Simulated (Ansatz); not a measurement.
Input file:

```
crystal:
  lattice:
    - [4.0159927486, 3.988900829, -0.0387358625]
    - [-3.9687450929, 3.9416531733, 0.0370780887]
    - [-0.0758139512, -0.0016577738, 7.8896050766]
  atoms:
    - { symbol: K, position: [-0.0014433804, 0.000215779, 0.0052356253] }
    - { symbol: Ta, position: [0.4942555233, 0.0049006176, 0.2502451535] }
    - { symbol: O, position: [0.511351304, -0.0053620832, -0.0025682406] }
    - { symbol: O, position: [0.2428538086, 0.746143888, 0.2497985809] }
    - { symbol: O, position: [0.2466322546, 0.2394061183, 0.2522606434] }
    - { symbol: K, position: [-0.0074512423, -0.0003991322, 0.5074726889] }
    - { symbol: Ta, position: [0.4994884744, 0.0035226577, 0.7546855049] }
    - { symbol: O, position: [0.5012640354, 0.0039016533, 0.4946699165] }
    - { symbol: O, position: [0.2406641477, 0.7550197909, 0.7507402033] }
    - { symbol: O, position: [0.2465922992, 0.2544580983, 0.7470925788] }
    - { symbol: K, position: [0.5026127493, 0.4974463506, 0.0007039414] }
    - { symbol: Ta, position: [-0.007376547, 0.5033994201, 0.2468172302] }
    - { symbol: O, position: [0.001844923, 0.5077117187, 0.0068296862] }
    - { symbol: O, position: [0.7440733873, 0.2539553074, 0.2484704226] }
    - { symbol: O, position: [0.7613902677, 0.7513977286, 0.2504744956] }
    - { symbol: K, position: [0.5018114052, 0.4959075975, 0.500334228] }
    - { symbol: Ta, position: [8.3911e-06, 0.5131053756, 0.7526738182] }
    - { symbol: O, position: [0.0068719445, 0.4959684006, 0.511136424] }
    - { symbol: O, position: [0.7425693393, 0.2496846303, 0.7462976074] }
    - { symbol: O, position: [0.7522810115, 0.7469063203, 0.7506378536] }
kpoints:
  mp_grid: { grid: [4, 4, 2] }
hamiltonian:
  xc: pbesol
scf:
  occupations: { method: fermi_dirac, width: 0.05 }
relax:
  f_tol: 0.01
  cell: {}
  max_steps: 120
output:
  write_density: true
  write_potential: true
  elf: true
  volumetric_format: npy
```

The fields are those of the relaxed geometry.

Space group Pm; started from the cubic perovskite prototype, which need not be the ambient phase; changed on purpose from its base cell (shaken).

These are results of DFT, PBEsol, plane waves, PAW in Ansatz, not measurements.

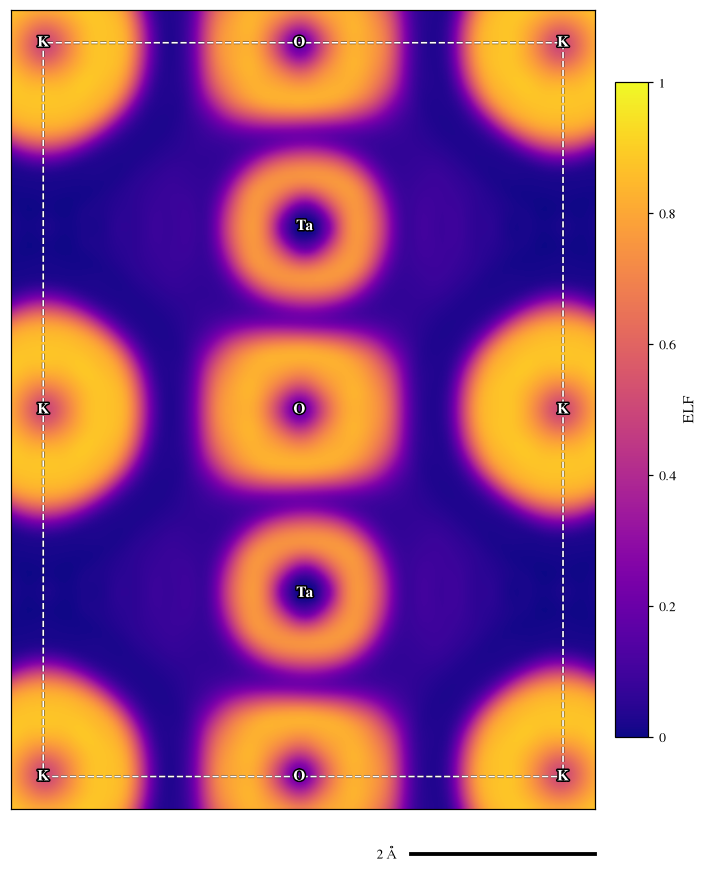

KTaO$_{3}$. ELF on the (100) plane of the calculation cell.

### Interpret the plot.

The section cuts through K, Ta and O sites. K–O (2.78 Å): the ELF is about 0.05 at the midpoint: a closed-shell, largely ionic contact. Ta–O (1.99 Å): the ELF peaks at about 0.85 in the valence shell of O, 0.6 Å from its nucleus, and drops to about 0.20 between the two atoms; no shared electron pair shows on this line. The features right at K and Ta lie inside the PAW spheres, where the map follows smoothed inner orbitals and isn't to be read closely.

### Metal or insulator at this level of theory?

It is gapped, with a Kohn–Sham gap of 2.2 eV on the k-point mesh, an upper bound to the gap of this method.
